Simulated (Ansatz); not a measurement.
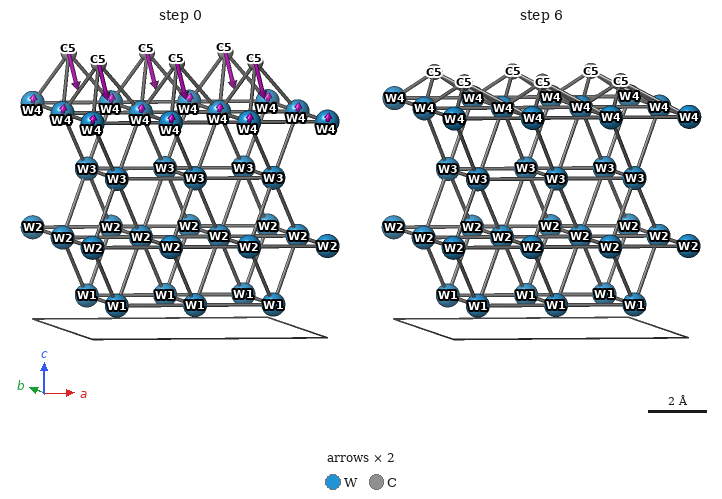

The structure of a slab of composition W₄C (cut from the Im-3m phase) before (left) and after (right) a constrained relaxation, at one scale. The purple arrows give the displacements, magnified 2 times.

A ball-and-stick model of the 3 × 2 repeat of the cell, outlined in the plane, without the vacuum, seen slightly off an axis.

Case: C put at a hollow W-W-W site. The slab is the (1 1 0) face of W with C on it. 2 atoms are held fixed.

Computed with DFT PBEsol, scalar-relativistic, plane waves, PAW in Ansatz 0.2.0.

Input
```yaml
crystal:
  lattice:
    - [2.7317561333, 0.0, 0.0]
    - [-0.9105853778, 2.5755243819, 0.0]
    - [0.0, 0.0, 25.6914086283]
  atoms:
    - { symbol: W, position: [0.5, 0.5, 0.330849901] }
    - { symbol: W, position: [0.0, 0.0, 0.4176676218] }
    - { symbol: W, position: [0.5, 0.5, 0.5045572484] }
    - { symbol: W, position: [0.0, 0.0, 0.5882011995] }
    - { symbol: C, position: [0.3333333333, 0.6666666667, 0.6605989425] }
basis:
  ecutwfc: 420
kpoints:
  mp_grid: { grid: [11, 11, 1] }
hamiltonian:
  xc: pbesol
scf:
  occupations: { method: gaussian, width: 0.1 }
output:
  forces: true
  eigenvalues: true
  write_density: true
  write_potential: true
  elf: true
  volumetric_format: npy
relax:
  adjacent_minimum: "off"
  f_tol: 0.03
  max_steps: 70
  constraints: [{ sites: [0, 1] }]
efield:
  axis: 3
  dipole_correction: true
  ramp_width: 0.04
```

Command:
```bash
ansatz run input.yaml --threads 1 --pin off --max-ram 2560MiB --backend cpu --events-out ev --progress --plain --runs-dir out
```

> Describe what moved and what it gained.

The largest move is that of C5, 0.67 Å at 16° to the normal (−c side). By element the largest moves are C 0.67 Å, W 0.17 Å. The cell stays as it was. Near-neighbour distances that change, for instance: W4–C5 2.549 → 1.980 Å, W4–C5 (another image) 3.508 → 3.006 Å, W4–C5 (another image) 2.381 → 1.945 Å, W3–W4 2.666 → 2.813 Å. Among the angles between lasting bonds that change: W4–C5–W4 76.4° → 105.6°, W4–C5–W4 67.2° → 88.2°. Over 5 accepted moves (6 points after the start) the energy falls by 2.004 eV per cell of the calculation. The largest force component goes from 3.1 to 0.027 eV/Å. The line search rejected the trial step at point 5 of the run.

Limits of the set-up: the periodic images lie only 2.7 Å apart, so the values are limited by the cell's size.
